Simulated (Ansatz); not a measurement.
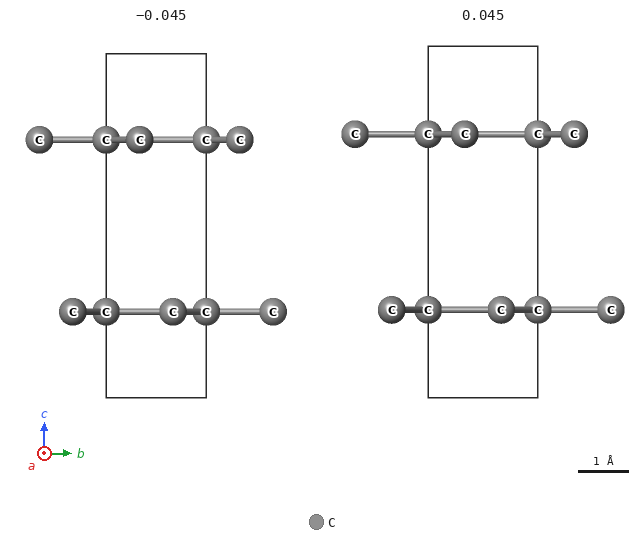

A crystal of C (set up in P6_3/mmc), under biaxial strain in the a–b plane (c relaxed, atoms fixed by symmetry), with energies (extrapolated to zero smearing) counted from the relaxed crystal, which is the row at zero. The picture shows the first and the last member. The picture is a ball-and-stick view of the cell of the calculation, seen along the a axis.

Computed with Ansatz 0.2.0: DFT r2SCAN, scalar-relativistic, plane waves, PAW. (plane-wave cutoff 500 eV; k-point mesh 24 × 24 × 8; occupations gaussian; smearing width 0.1 eV; no spin polarisation; force threshold 0.008 eV/Å)

```json
{"strain": "−0.045", "energy (meV/atom)": "160.14", "a (Å)": "2.345", "c (Å)": "6.975"}
{"strain": "−0.03", "energy (meV/atom)": "68.48", "a (Å)": "2.382", "c (Å)": "7.004"}
{"strain": "−0.015", "energy (meV/atom)": "?", "a (Å)": "?", "c (Å)": "?"}
{"strain": "0.0", "energy (meV/atom)": "0.00", "a (Å)": "2.456", "c (Å)": "7.036"}
{"strain": "0.015", "energy (meV/atom)": "15.19", "a (Å)": "2.493", "c (Å)": "7.080"}
{"strain": "0.03", "energy (meV/atom)": "58.61", "a (Å)": "2.529", "c (Å)": "7.100"}
{"strain": "0.045", "energy (meV/atom)": "127.10", "a (Å)": "2.566", "c (Å)": "7.127"}
```

Fill in the missing row.

A parabola through three neighbouring rows (−0.045, −0.03, 0.0) gives, with Lagrange weights, (−0.3333)(160.14) + (1.0000)(68.48) + (0.3333)(0.00) = 15.11 meV/atom. The calculation gives 16.49 meV/atom (a = 2.419 Å, c = 7.028 Å). The estimate is 1.38 meV/atom too low. From the first member to the last: C–C 1.354 → 1.482 Å.

The whole series:

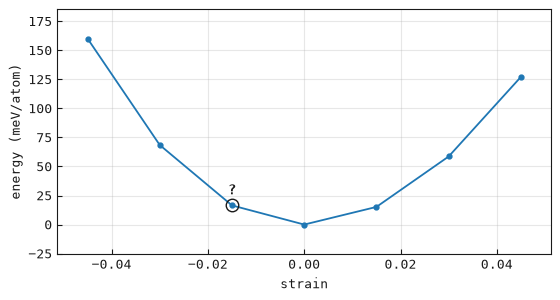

Each member starts from this one structure; whether another phase lies lower wasn't checked.

Limits of the set-up: layers or molecules are held without a dispersion correction, so their spacing is unreliable.
